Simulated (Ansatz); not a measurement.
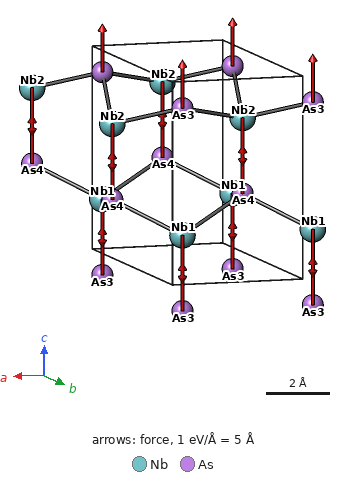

Starting geometry of crystalline NbAs (a generated structure, set up in P6_3mc) (coarse preliminary run) with the computed forces as red arrows. A ball-and-stick model of the cell of the calculation, repeated 2 × 2 × 1 with one cell outlined, seen from a free direction.

All numbers below come from DFT PBE, scalar-relativistic, plane waves, PAW (Ansatz). Settings: plane-wave cutoff 420 eV; k-point mesh 6 × 6 × 4; occupations gaussian; smearing width 0.1 eV; no spin polarisation; cell and atoms relaxed; force threshold 0.04 eV/Å; at most 70 steps.

What follows when this structure is relaxed?

Answer. It isn't relaxed: the largest force vector, on As atoms, is 0.33 eV/Å. The atoms end up moving mostly along the starting forces (cosine between the two patterns 1.00). The energy falls by 1.015 eV per cell of the calculation in 8 accepted moves (10 points after the start). Largest force component: 0.33 eV/Å at the start, 0.0053 eV/Å at the end. The pressure goes from −4.67 to −0.11 GPa. At 2 points the geometry stayed and the basis and grid were re-selected for the new cell (energy shift of 16.3 meV per cell of the calculation at most each time). The largest moves relative to the cell, 0.29 Å, are those of Nb1, Nb2, As3 and As4. As4 goes along +c. Largest moves by element: As 0.29 Å, Nb 0.29 Å. The drawn cell changes as follows: a = b 4.187 → 3.424 Å (−18.2 %), c 6.889 → 8.304 Å (+20.5 %); the volume changes by −19.4 %. Among the contacts that change: Nb1–As3 2.570 → 2.524 Å, Nb1–As4 2.570 → 2.561 Å. Bond angles that change, for instance: As4–Nb1–As4 109.1° → 83.9°, Nb2–As3–Nb2 109.1° → 83.9°, As3–Nb1–As4 109.9° → 129.5°. The space group stays P6_3mc (No. 186).
